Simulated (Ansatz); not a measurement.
**Energy of Ti along an even scaling of the cell**

System: Ti (P6₃/mmc, 2 atoms in the cell).
Method: Kohn-Sham DFT of a periodic cell, HISS, Ansatz PAW, no spin polarisation (Ansatz 0.2.0).

The 7 runs differ only in the geometry, by an even scaling of the cell at fixed fractional positions. The structure derives from an entry of the Crystallography Open Database.

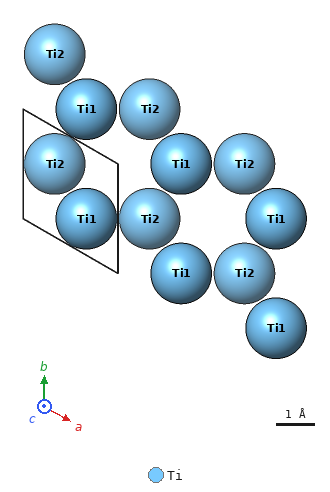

Figure 1. The structure of run 4 (spheres-only view of the cell of the calculation, repeated 3 × 2 × 1, along the c axis; atoms are numbered from 1 in the order of the input).

**Input of run 4**
```yaml
crystal:
  lattice:
    - [2.95, 0.0, 0.0]
    - [-1.475, 2.5547749412, 0.0]
    - [0.0, 0.0, 4.68]
  atoms:
    - { symbol: Ti, position: [0.6666666667, 0.3333333333, 0.75] }
    - { symbol: Ti, position: [0.3333333333, 0.6666666667, 0.25] }
hamiltonian:
  xc: hiss
  pseudopotentials: { kind: paw }
kpoints:
  mp_grid: { grid: [5, 5, 3] }
scf:
  occupations: { method: fermi_dirac, width: 0.05 }
  exx: { singularity: none }
output:
  forces: true
  stress: true
  eigenvalues: true
```

Command:
```bash
ansatz run input.yaml --threads 2 --pin off --max-ram 5632MiB --backend cpu --events-out ev --progress --plain --runs-dir out
```

Lattice vectors (Å) and fractional positions of run 4:
```
   2.950000    0.000000    0.000000
  -1.475000    2.554775    0.000000
   0.000000    0.000000    4.680000
Ti  0.666667  0.333333  0.750000
Ti  0.333333  0.666667  0.250000
```

Run 5 differs from it as follows:
```diff
-    - [2.95, 0.0, 0.0]
-    - [-1.475, 2.5547749412, 0.0]
-    - [0.0, 0.0, 4.68]
+    - [2.9695369932, 0.0, 0.0]
+    - [-1.4847684966, 2.5716944736, 0.0]
+    - [0.0, 0.0, 4.7109942807]
```

**Results, with one run withheld**

| run | volume per atom (Å³) | free energy per atom, from the lowest run given (meV) | pressure (GPa) |
| --- | --- | --- | --- |
| 1 | 16.577 | 5.40 | 3.91 |
| 2 | 16.930 | 0.00 | 1.00 |
| 3 | 17.283 | 0.83 | −1.73 |
| 4 | 17.636 | 7.43 | −4.22 |
| 5 | 17.988 | ? | ? |
| 6 | 18.341 | 35.85 | −8.55 |
| 7 | 18.694 | 56.74 | −10.41 |

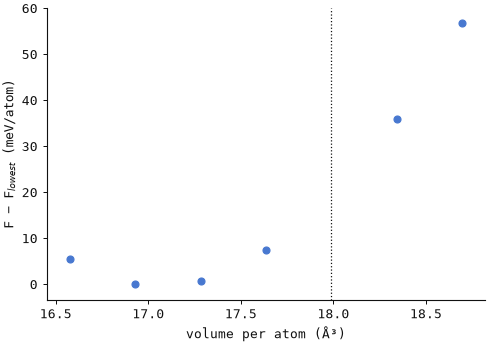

Figure 2. Free energy per atom of the runs given; the dotted line marks run 5.

What should run 5 give?

A cubic polynomial in V^(−2/3) (the Birch–Murnaghan form), fitted to the 6 runs given, misses them by at most 0.03 meV per atom. With x = V^(−2/3) − 0.14807 Å⁻², it reads F = 5.3585 − 4044 x + 7.1181e+05 x² − 1.0825e+06 x³ (meV per atom). At run 5 it gives 19.24 meV per atom, and the run itself gives 19.26. The slope of the fit gives a pressure −dF/dV of −6.48 GPa there, and the run prints −6.49 GPa. The fit has its minimum at 17.055 Å³ per atom, where V d²F/dV² gives 134 GPa. Cell shape and fractional positions are held, so this is the stiffness under even scaling; the relaxed bulk modulus wasn't computed.

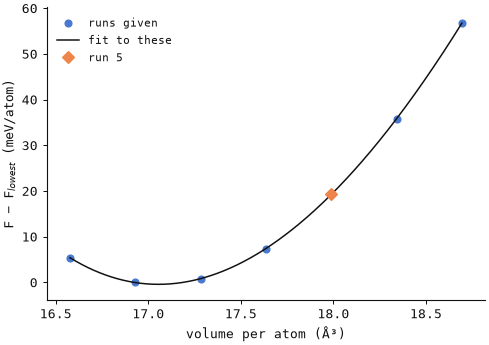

Figure 3. The fit and the withheld run.

**Output, shortened to warnings, some set-up lines, iterations and results (run 5)**
```
Warning: output.stress: scf.convergence.dr2_threshold = 1e-7 eV (the SCF's general default) is looser than the 2e-10 eV advised for a printed stress (1e-10 eV for each atom of the cell: 2). What an SCF threshold leaves in a stress goes as its square root, and in the free energy as the threshold itself, and one threshold admits the most on a small cell: of the crystals measured, under no hybrid …
Warning: output.stress: scf.exx.energy_threshold = 1e-6 eV is looser than the 2e-8 eV advised for a stress under a hybrid functional (1e-8 eV for each atom of the cell: 2). Every SCF of the exchange loop can meet its threshold on dr2 while the loop round them stops early: no threshold on dr2 bounds what that leaves in the stress. Set scf.exx.energy_threshold to 2e-8 eV or tighter. The threshold …
Basis set: ecut = 420 eV, 687 PW (Γ), exchange–correlation on 40×40×64 points (8 copies of the dense FFT grid, shifted against one another)
Symmetry: 24 space group operations
k-points: 10 of 75
Initial density: superposition of atomic densities (neutral atoms: chi_scale 0, normalization atom), corrected by the library's trained network
[...]
SCF iter   1: F=—  HF=-5001.131253 eV  |F-HF|=—  |Δ(HF+E_count)|=         —  Δρ=5.34e-3  dr2=5.51e-3  ethr=1.77e-3  ⟨swp⟩=4.8  Hψ=616  notcnv=0
SCF iter   2: F=—  HF=-5001.130071 eV  |F-HF|=—  |Δ(HF+E_count)|=   1.18e-3  Δρ=2.51e-3  dr2=1.51e-3  ethr=2.30e-5  ⟨swp⟩=3.0  Hψ=400  notcnv=0
SCF iter   3: F=—  HF=-5001.129892 eV  |F-HF|=—  |Δ(HF+E_count)|=   1.78e-4  Δρ=4.19e-4  dr2=3.92e-5  ethr=1.53e-7  ⟨swp⟩=4.0  Hψ=742  notcnv=0
SCF iter   4: F=—  HF=-5001.129888 eV  |F-HF|=—  |Δ(HF+E_count)|=   4.26e-6  Δρ=1.38e-4  dr2=5.44e-6  ethr=1.53e-7  ⟨swp⟩=4.0  Hψ=421  notcnv=0
SCF iter   5: F=—  HF=-5001.129887 eV  |F-HF|=—  |Δ(HF+E_count)|=   1.05e-6  Δρ=3.30e-5  dr2=2.05e-7  ethr=2.27e-8  ⟨swp⟩=4.1  Hψ=363  notcnv=0
[... 25 lines ...]
SCF 4 converged in 3 iterations: F = -4998.722984 eV  dr2 = 1.33e-9
SCF iter   1: F=—  HF=-4998.722984 eV  |F-HF|=—  |Δ(HF+E_count)|=         —  Δρ=2.38e-6  dr2=1.49e-9  ethr=8.14e-11  ⟨swp⟩=6.8  Hψ=462  notcnv=0
SCF iter   2: F=—  HF=-4998.722984 eV  |F-HF|=—  |Δ(HF+E_count)|=  5.09e-11  Δρ=1.07e-6  dr2=2.42e-10  ethr=5.84e-12  ⟨swp⟩=4.1  Hψ=356  notcnv=0  defer=2
SCF iter   3: F=-4998.722984 eV  HF=-4998.722984 eV  |F-HF|=6.37e-12  |Δ(HF+E_count)|=  7.91e-11  Δρ=2.25e-7  dr2=8.95e-12  ethr=1.00e-12  ⟨swp⟩=3.5  Hψ=340  notcnv=0
SCF 5 converged in 3 iterations: F = -4998.722984 eV  dr2 = 8.95e-12
  Residual-converged pass: ⟨swp⟩=4.0  Hψ=499  notcnv=0  max |occ|·‖R‖ = 9.3e-9 eV (tolerance 1.0e-8 eV)  dr2=9.33e-12  dr2_onsite=2.77e-12  max |Δocc| = 5.5e-13
hybrid outer 4: dexx = +1.531e-9 eV, tail = 1.28e-9 eV, Δε = 4.71e-5 eV (about 2.74e-4 eV left of the loop's levels), ΔF = 1.11e-16 eV/Å (tail 2.43e-16)
at 2 of the mixer's solves, all of them in the SCFs whose states led to this one, it left a direction of its history that read negative out of its fit and stepped the other way along it
hybrid SCF converged: 4 outer / 23 inner (+7 warm-up), last move |dexx| = 1.53e-9 eV, tail = 1.28e-9 eV
Stability not checked: this state was not tested for a lower state beside it, because the functional holds exact exchange (a hybrid, or Hartree-Fock), whose exchange loop this test does not read (fock_operator; see scf.lower_state_search)
Free energy (F): -4998.722984 eV
Frozen-core exchange: fock
Harris-Foulkes:  -4998.722984 eV  (|F-HF|=6.37e-12)
Internal energy: -4998.699732 eV  (E = F + TS)
E sigma→0 (E₀):  -4998.711358 eV
Entropy (-TS):   -0.023252 eV (-11.626 meV/atom)
Fermi energy:    13.123994 eV
--- Per-component energies (eV) ---
  E_band       = -415.407001
  E_kinetic    = 539.487137
  E_local      = -1634.278956  (includes V_loc(G=0)·N_el)
  E_nonlocal   = 7.165118
  E_hartree    = 659.705975
  E_xc         = -147.094889
  E_vxc        = -187.178314  (∫ρ·V_xc dr)
  E_exx        = -83.606822  (= α·E_x^exact, valence–valence)
  E_paw        = -2054.712780  (= ΣΔE_a)
  E_vpaw       = -292.800554  (= ΣTr[D̂ρ^β])
  E_aug_tail   = 0.000229  (compensation charges beyond the density's cutoff)
  E_ewald      = -2285.343698
  E_core_change = -0.021046  (= ΣΔE_core)
  E_smearing   = -0.023252  (= −TS)
  E_closure    = -0.000000  (closes the sum)
  Σ components = -4998.722984   (vs F -4998.722984, Δ=0.00e0)
--- Forces (eV/Å), atoms counted from 1 ---
  atom   1  Ti     0.00000000     0.00000000     0.00000000
  atom   2  Ti     0.00000000    -0.00000000     0.00000000
  max |Σ_I F_I| component: 1.85e-17 eV/Å
--- Stress (GPa, compression-positive) ---
       -5.367644       0.000000       0.000000
        0.000000      -5.367644       0.000000
        0.000000       0.000000      -8.729639
  P = ⅓ Tr σ = -6.4883 GPa (-64.883 kbar)
```

Notes on the run: the exchange loop's threshold is looser than advised for the stress; the SCF threshold is looser than advised for the printed stress. The k-point mesh is coarse for a cell of this size, so the results may not be converged.
